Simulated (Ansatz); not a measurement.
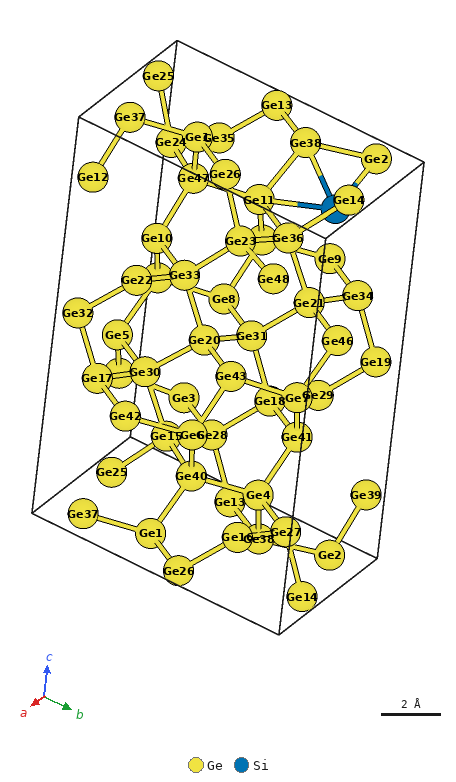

Fig. 1: The input geometry (ball-and-stick view of the cell of the calculation, seen slightly off an axis; atoms are numbered from 1 in the order of the input). An atom can appear more than once, as a periodic image.

**Run report: Ge₄₈Si, single-point calculation (part 1 of 2)**

The run: single-point calculation of Ge₄₈Si (defect cell, 49 atoms in the cell). Method and program: DFT PBE, scalar-relativistic, plane waves, PAW, spin-polarised (Ansatz 0.2.0).

The structure derives from a Materials Project entry. Figures and captions count atoms from 1; the log counts them from 0 in places.

Log
```
Warning: checkpoint.read: spin seed differs: saved 0b922e706822…, current 4e2197ed297b…; the loaded state replaces the seed-built initial guess (but the starting_ns of a DFT+U solve that opens without the state's occupation matrices), so the run may converge into the producing seed's basin, or, where the symmetry group that follows from this deck's starting moments and starting_ns does not hold the saved magnetisation, lose that magnetisation at its first build. Where atoms have moved since the state was saved, this difference can also decide whether moments are moved with them. A self-consistent run of this deck without the state starts from its starting moments and, under a DFT+U term, its starting_ns
scf.n_extra_bands = 18 over 338 filled bands (N_el = 676.0): the run solves 356 bands
Engine: ansatz 0.2.0, aarch64-unknown-linux-gnu
Pseudopotentials: kind: paw
Pseudopotential: Ge, paw, valence charge 14, recommended cutoff 420 eV (normal), Ge.paw.azcp
Pseudopotential: Si, paw, valence charge 4, recommended cutoff 420 eV (normal), Si.paw.azcp
Functional definition: PBE
  parameter kappa = 0.804
  parameter beta = 0.06672455060314922
  exchange = pbe_x(kappa = kappa, mu = beta*pi^2/3)
  correlation = pbe_c(beta = beta)
Crystal: 49 atoms, lattice volume = 1096.000 Å³
Basis set: ecut = 420 eV, 21365 PW (Γ), exchange–correlation on 128×128×192 points (8 copies of the dense FFT grid, shifted against one another)
Bands: 356, of which v1, the nominal top of the filled ones, is band 338 counted from 1 (337 counted from 0)
Symmetry: 1 space group operations
Space group: P1 (ITA 1), of the structure as read, at distance tolerance 1.0e-4 Å
k-points: 8
Non-local potential: Ge, projectors of the file, l = 0: 2, l = 1: 2, l = 2: 3, l = 3: 1
Non-local potential: Si, projectors of the file, l = 0: 2, l = 1: 2, l = 2: 2
PAW form: soft (Blöchl's): semilocal exchange-correlation on the pseudo side does not see the compensation charge
PAW one-centre angular grid: Ge, 590 points (default); XC on 64 Gauss nodes
PAW one-centre angular grid: Si, 110 points (default); XC on 64 Gauss nodes
Initial density: read from a saved state, or passed on in memory by an earlier SCF of this step, an earlier step, the calling program or the single point that the run made first
Stability of the state it starts from, as read at its close in the collinear treatment: not read negative (Ritz values of 1 − χ₀K, real part plus size of imaginary part, from 0.80 to 0.84, by its mixing steps under no symmetry); its run was given moments
Initial wavefunctions: pseudopotential atomic-orbital guess
Functional: x = pbe(κ = 0.804, μ = 0.2195149727645171), c = pbe(β = 0.06672455060314922)
iter 1 solved again at ethr=1.77e-7 eV; its pass at ethr=3.10e-3 eV (dr2=1.19e-3 eV) is discarded
SCF iter   1: F=—  HF=-206790.151871 eV  |F-HF|=—  |Δ(HF+E_count)|=         —  Δρ=6.34e-7 (↑5.82e-7 ↓6.34e-7)  dr2=1.42e-8  dr2_m=3.72e-10  M=0.000 μB ∫|m|=0.000 μB  β_m=0.30  ethr=1.77e-7  ⟨swp⟩=3.0  Hψ=34966  notcnv=0
eigensolver tolerance schedule: the retry pair's looser diagonalisation over-reported the residual by 83870.87 of it (diagonalisation noise at an unbounded share of the residual, at the tolerance the schedule requests for it); recorded, not acted on — ethr = c·dr2/N_el stays at c = 1.0e-1
preconditioner: auto → Resta (q_TF=auto, 2.517 Å⁻¹)  ε∞=3.0  [insulator: Δε(μ)=0.141 eV  Ē_g=20.471 eV  σ=0.050 eV  W_gap=0.95  n_scr=300 (ndim 8)  ℏωp=29.2 eV  f_vac=0.062  D(μ)=1.32/eV (n_scr^D=0)  ε∞_Penn≈3.0]
spin=Collinear: Resta preconditioning applied to the charge; magnetization (m = ρ↑ − ρ↓) channel mixes plain (no charge-response kernel on spin).
SCF iter   2: F=—  HF=-206790.152327 eV  |F-HF|=—  |Δ(HF+E_count)|=   4.55e-4  Δρ=2.93e-7 (↑2.93e-7 ↓2.60e-7)  dr2=3.72e-9  dr2_m=2.37e-10  M=0.000 μB ∫|m|=0.000 μB  β_m=0.25  ethr=2.11e-12  ⟨swp⟩=5.9  Hψ=22372  notcnv=0
SCF iter   3: F=-206790.152327 eV  HF=-206790.152327 eV  |F-HF|=1.19e-9  |Δ(HF+E_count)|=  8.15e-10  Δρ=2.19e-7 (↑2.19e-7 ↓1.95e-7)  dr2=1.40e-9  dr2_m=1.92e-10  M=0.000 μB ∫|m|=0.000 μB  ethr=1.00e-12  ⟨swp⟩=1.0  Hψ=11641  notcnv=0
SCF 1 converged in 3 iterations: F = -206790.152327 eV  dr2 = 1.40e-9
  greatest PAW one-centre occupation: 0.998 electrons in one spin orbital (limit 2), on the Ge atom at site 24 (counted from 0), in its partial waves of l = 2
NSCF: frozen V_eff on 8 k-points
SCF converged after 3 iterations
Magnetization: 0.0000 μB (338.0000 up, 338.0000 down)
Absolute magnetization: 0.0001 μB (∫|ρ↑−ρ↓|, with the PAW one-centre terms)
Spin contamination: 0.0000 ħ² per cell (⟨S²⟩ above its minimum at these occupations)
Per-site moments (μB) at R_I (Å): [(9.128254662579626e-8, 1.008496025094399), (5.862237957416528e-7, 1.004878204318139), (3.1520197943290016e-7, 1.0070248589184736), (1.6500170462945045e-7, 1.0057989289599611), (-9.572763656517651e-8, 1.0060303998235205), (-1.224576658198366e-7, 1.0053816640077204), (-1.0451341809188571e-7, 1.0065923695203125), (1.372378816336512e-8, 1.0072994721241768), (-2.8005955192240634e-8, 1.0140697595533799), (-1.5665233373068904e-7, 1.0015638545332972), (-1.9601732691806705e-7, 1.004972170822452), (5.2903693799421046e-8, 1.0064570365934467), (9.500244402777208e-7, 1.0090803047196395), (-1.1011450675182643e-6, 1.0093127846591152), (2.1096743512042334e-7, 1.0048784789049867), (6.987210521673489e-8, 1.0058094158788793), (-9.571197809393281e-8, 1.0080232371607722), (1.3986028173137978e-7, 1.0053710940929348), (1.1103343521578304e-7, 1.0065781099638202), (-2.9419539449577183e-8, 1.0062216745824568), (4.403852377246612e-7, 1.0106477266909386), (2.622735901736879e-7, 1.0015560228520222), (-1.7046923300728207e-9, 1.0049454834030989), (2.9040297713134696e-8, 1.0073603248083205), (5.83693269356309e-7, 1.0048784789049867), (9.187042739123312e-8, 1.0084957636209888), (1.6551827273261655e-7, 1.0058094158788793), (3.1525526716222287e-7, 1.0070087177103901), (-1.223204333852268e-7, 1.0053710940929348), (-9.559986959383121e-8, 1.0060291858319939), (1.2690451796748439e-8, 1.0072992640908716), (-1.0563547284169627e-7, 1.0065781099638202), (-1.5515684261764046e-7, 1.0015560228520222), (-2.7079094959043076e-8, 1.014061636554758), (5.3407186695924866e-8, 1.0064628804179587), (-1.9474712885346918e-7, 1.0049454834030989), (9.47935886530322e-7, 1.0090827448790594), (-1.1010886273849897e-6, 1.0093284388794552), (2.0960361847282233e-7, 1.004878204318139), (6.916922290216872e-8, 1.0057989289599611), (-9.720298675774619e-8, 1.0080226371163663), (1.4099476136151904e-7, 1.0053816640077204), (1.1214049820025519e-7, 1.0065923695203125), (-3.022246083456266e-8, 1.0062172928828004), (4.3888112520253826e-7, 1.0106420935610096), (2.621123552266808e-7, 1.0015638545332972), (-8.057561732080901e-10, 1.004972170822452), (2.9451623614775312e-8, 1.0073723650354345), (-1.1643349415658286e-6, 1.0487928829678044)]
Free energy (F): -206790.152327 eV
Harris-Foulkes:  -206790.152327 eV  (|F-HF|=1.19e-9)
Internal energy: -206790.150677 eV  (E = F + TS)
E sigma→0 (E₀):  -206790.151502 eV
Entropy (-TS):   -0.001650 eV (-0.034 meV/atom)
Fermi energy:    9.000468 eV
--- Per-component energies (eV) ---
  E_band       = -7098.181183
  E_kinetic    = 5399.172969
  E_local      = -118697.406333  (includes V_loc(G=0)·N_el)
  E_nonlocal   = 20113.125963
  E_hartree    = 52126.575139
  E_xc         = -3688.383259
  E_vxc        = -3155.519171  (∫ρ·V_xc dr)
  E_paw        = -97459.457597  (= ΣΔE_a)
  E_vpaw       = -15010.715334  (= ΣTr[D̂ρ^β])
  E_aug_tail   = 0.016229  (compensation charges beyond the density's cutoff)
  E_ewald      = -64583.793788
  E_smearing   = -0.001650  (= −TS)
  E_closure    = -0.000000  (closes the sum)
  Σ components = -206790.152327   (vs F -206790.152327, Δ=0.00e0)
--- Forces (eV/Å), atoms counted from 1 ---
  atom   1  Ge    -0.00297485    -0.00164889     0.00173504
  atom   2  Ge    -0.00378545     0.00354878    -0.00848124
  atom   3  Ge    -0.00167003    -0.00070190     0.00113259
  atom   4  Ge     0.00073652     0.00365410     0.00058755
  atom   5  Ge    -0.00107754    -0.00184084    -0.00000015
  atom   6  Ge     0.00284502    -0.00036187     0.00052817
  atom   7  Ge    -0.00081895    -0.00071389     0.00152354
  atom   8  Ge    -0.00057219    -0.00058267    -0.00088581
  atom   9  Ge    -0.00029816    -0.00212023    -0.00399467
  atom  10  Ge    -0.00198893     0.00151860     0.00049697
  atom  11  Ge     0.00879934     0.00538839     0.00497855
  atom  12  Ge     0.00118531    -0.00285095    -0.00017611
  atom  13  Ge     0.00263867     0.00091737     0.00176566
  atom  14  Ge    -0.00498321    -0.00313781     0.01448743
  atom  15  Ge     0.00059592     0.00044973     0.00011322
  atom  16  Ge    -0.00102913    -0.00349326    -0.00038103
  atom  17  Ge     0.00136878     0.00093087    -0.00136697
  atom  18  Ge     0.00097876     0.00138193     0.00307167
  atom  19  Ge     0.00342871    -0.00012305    -0.00013567
  atom  20  Ge    -0.00110847     0.00079980     0.00095313
  atom  21  Ge     0.00140281     0.00669974     0.00102985
  atom  22  Ge     0.00177629    -0.00069744    -0.00017959
  atom  23  Ge     0.00045893    -0.00040649     0.00125478
  atom  24  Ge    -0.00110897     0.00110700     0.00548355
  atom  25  Ge    -0.00296283     0.00334893     0.00780740
  atom  26  Ge    -0.00334586    -0.00160704    -0.00161205
  atom  27  Ge     0.00043316     0.00372125    -0.00078561
  atom  28  Ge    -0.00189528    -0.00115099    -0.00110868
  atom  29  Ge     0.00257733    -0.00043898    -0.00066628
  atom  30  Ge    -0.00142760    -0.00162209    -0.00010976
  atom  31  Ge    -0.00049233    -0.00031431     0.00096614
  atom  32  Ge    -0.00069892    -0.00102079    -0.00158676
  atom  33  Ge    -0.00213280     0.00151865    -0.00058306
  atom  34  Ge    -0.00030018    -0.00227031     0.00391254
  atom  35  Ge     0.00157641    -0.00278483     0.00014365
  atom  36  Ge     0.00873825     0.00470860    -0.00561234
  atom  37  Ge     0.00249301     0.00071643    -0.00092318
  atom  38  Ge    -0.00436743    -0.00377458    -0.01383665
  atom  39  Ge     0.00093702     0.00014406    -0.00021568
  atom  40  Ge    -0.00088102    -0.00337266     0.00051468
  atom  41  Ge     0.00165943     0.00074515     0.00132033
  atom  42  Ge     0.00131621     0.00111356    -0.00311651
  atom  43  Ge     0.00385846    -0.00021161     0.00027684
  atom  44  Ge    -0.00089518     0.00077996    -0.00103700
  atom  45  Ge     0.00175325     0.00668044    -0.00097092
  atom  46  Ge     0.00206225    -0.00077574     0.00024074
  atom  47  Ge     0.00038700    -0.00058748    -0.00090529
  atom  48  Ge    -0.00100012     0.00108534    -0.00541292
  atom  49  Si    -0.01219329    -0.01235393    -0.00024019
  max |Σ_I F_I| component: 5.97e-6 eV/Å
--- Band table (eV; the first three rows and the last of 16) ---
  k-point 0 ↑: bands = ["-16.3064", "-16.2889", "-16.2806", "-16.2696", "-16.2659", "-16.2614", "-16.2534", "-16.2512", "-16.2502", "-16.2386", ... 146 levels left out ..., "-15.9561", "-15.9544", "-15.9537", "-15.9504", "-15.9488", "-15.9454", "-15.9452", "-15.9418", "-15.9388", "-15.9379", "-15.9340", "-15.9327", "-15.9319", "-15.9314", "-15.9296", "-15.9261", "-15.9255", "-15.9234", "-15.9217", "-15.9195", "-15.9179", "-15.9145", "-15.9142", "-15.9126", "-15.9115", "-15.9071", "-15.9067", "-15.9040", "-15.9032",
      "-15.9023", "-15.9015", "-15.8995", "-15.8991", "-15.8954", "-15.8953", "-15.8910", "-15.8908", "-15.8899", "-15.8891", "-15.8880", "-15.8863", "-15.8840", "-15.8807", "-15.8801", "-15.8785", "-15.8770", "-15.8731", "-15.8729", "-15.8698", "-15.8686", "-15.8636", "-15.8621", "-15.8619", "-15.8600", "-15.8521", "-15.8484", "-15.8453", "-15.8449", "-15.8423", "-15.8408", "-15.8401", "-15.8379", "-15.8338", "-15.8301", "-15.8278", "-15.8262", "-15.8237", "-15.8195", "-15.8189",
      "-15.8160", "-15.8151", "-15.8147", "-15.8115", "-15.8087", "-15.8063", "-15.8045", "-15.7973", "-15.7968", "-15.7948", "-15.7938", "-15.7877", "-15.7856", "-15.7793", "-15.7739", "-4.2766", "-3.5051", "-3.2584", "-2.8524", "-2.6332", "-2.5915", "-2.5268", "-2.5247", "-2.5198", "-2.5175", "-2.4891", "-2.1539", "-2.1134", "-1.6569", "-1.5605", "-1.5294", "-1.4779", "-1.2875", "-1.2758", "-1.2262", "-1.2196", "-1.1994", "-1.1570", "-0.6082", "0.0130",
      "0.3516", "0.6923", "0.7538", "0.7646", "0.7721", "0.8202", "1.0090", "1.0193", "1.0501", "1.0713", "1.0875", "1.8596", "2.1301", "2.4013", "2.4915", "2.5411", "2.5594", "2.5731", "2.5752", "2.5900", "2.6921", "3.6801", "3.9020", "4.0997", "4.1116", "4.1552", "4.2030", "4.6446", "4.8625", "4.9123", "5.0402", "5.1899", "5.1945", "5.3170", "5.4677", "5.4683", "5.5657", "5.6920", "5.6990", "5.8462",
      "5.8614", "5.8858", "5.9226", "5.9441", "5.9594", "5.9653", "6.0025", "6.0073", "6.0460", "6.0479", "6.0862", "6.0866", "6.1163", "6.1248", "6.1342", "6.1438", "6.1637", "6.2424", "6.2520", "6.2665", "6.2925", "7.0418", "7.0689", "7.0719", "7.1141", "7.1948", "7.2066", "7.2291", "7.4058", "8.3811", "8.5316", "8.6099", "8.7257", "8.7561", "9.0661", "9.0895", "9.1295", "9.2035", "9.4678", "9.7655",
      "9.8214", "9.8568", "10.1814", "10.3811", "10.5500", "10.6623", "10.7027", "10.7258", "10.8206", "10.8347", "10.8564"]
```
